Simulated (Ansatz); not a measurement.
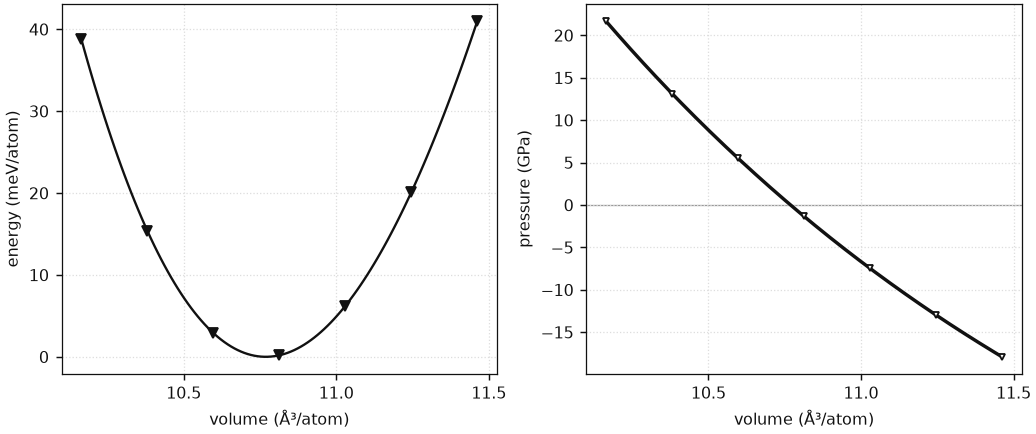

Plotted: energy and pressure against volume for TaN, space group Fm-3m (No. 225).

Cell as given: a = 3.127 Å, b = 3.127 Å, c = 3.127 Å, α = 60.00°, β = 60.00°, γ = 60.00°; 2 atoms.

Method: plane-wave DFT, no spin polarisation; energies at scaled volumes of the given cell, shape and fractions fixed, counted from the fit's minimum, third-order Birch-Murnaghan fit (Ansatz 0.2.0). Level: PBE.

k mesh 10×10×10; occupations Fermi–Dirac; smearing width 0.05 eV; potentials Ansatz PAW; wave cutoff 420 eV; density cutoff 1680 eV.

Question: Give the fitted equation-of-state parameters.

Answer: A third-order Birch–Murnaghan fit gives V0 = 10.77 Å³/atom, B0 = 330 GPa and B′ = 4.5.

Question: Read off the course of the pressure.

Answer: It falls from 21.66 GPa at volume 10.16 Å³/atom to −17.90 GPa at 11.46 Å³/atom, and changes sign near 10.77 Å³/atom.
